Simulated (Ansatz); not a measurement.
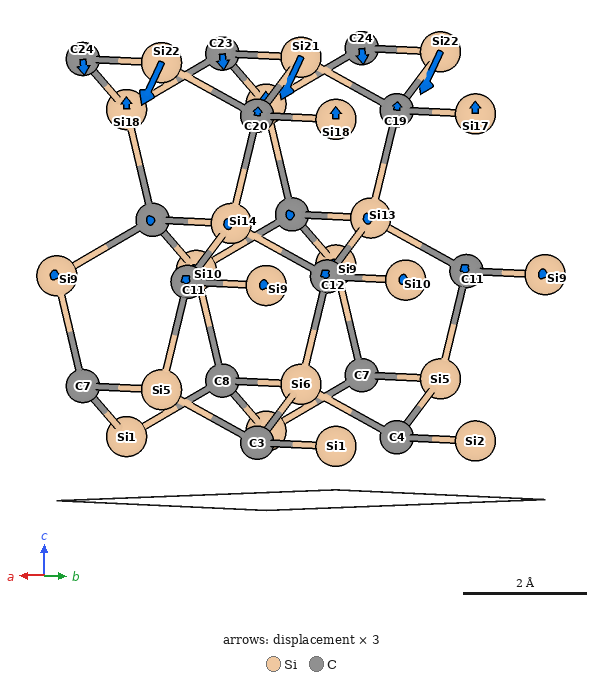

A constrained relaxation of a slab of composition SiC (cut from the P6_3mc phase). The starting structure is drawn; blue arrows show the displacements, 3 times their true length.

A ball-and-stick model of the cell of the calculation, outlined in the plane, without the vacuum (origin shifted), seen from a free direction.

Case: lower part held, upper part relaxed from the bulk's places. The slab is the (1 0 0) face of SiC. 8 atoms are held fixed.

Theory: Ansatz 0.2.0, DFT r2SCAN, scalar-relativistic, plane waves, PAW. Settings: plane-wave cutoff 500 eV; k-point mesh 5 × 5 × 1; occupations gaussian; smearing width 0.05 eV; no spin polarisation; dipole correction; atoms relaxed in a fixed cell; force threshold 0.02 eV/Å; at most 90 steps.

Which element moves most?

Silicon: up to 0.29 Å, against 0.09 Å for carbon.

What did the optimiser do to the structure, and how much energy did it gain?

The energy falls by 1.531 eV per cell of the calculation in 5 geometry steps. Largest force component: 2.7 eV/Å at the start, 0.007 eV/Å at the end. The largest moves, 0.29 Å, are those of Si atoms. Largest moves by element: Si 0.29 Å, C 0.09 Å. The lattice vectors keep their values. Among the contacts that change: C–Si 1.897 → 1.726 Å, C–Si 1.883 → 1.968 Å, C–Si 1.883 → 1.815 Å, C–Si 1.883 → 1.912 Å. Among the angles between lasting bonds that change: Si–C–Si 109.5° → 98.5°, C–Si–C 109.5° → 117.5°, C–Si–C 109.5° → 115.8°.
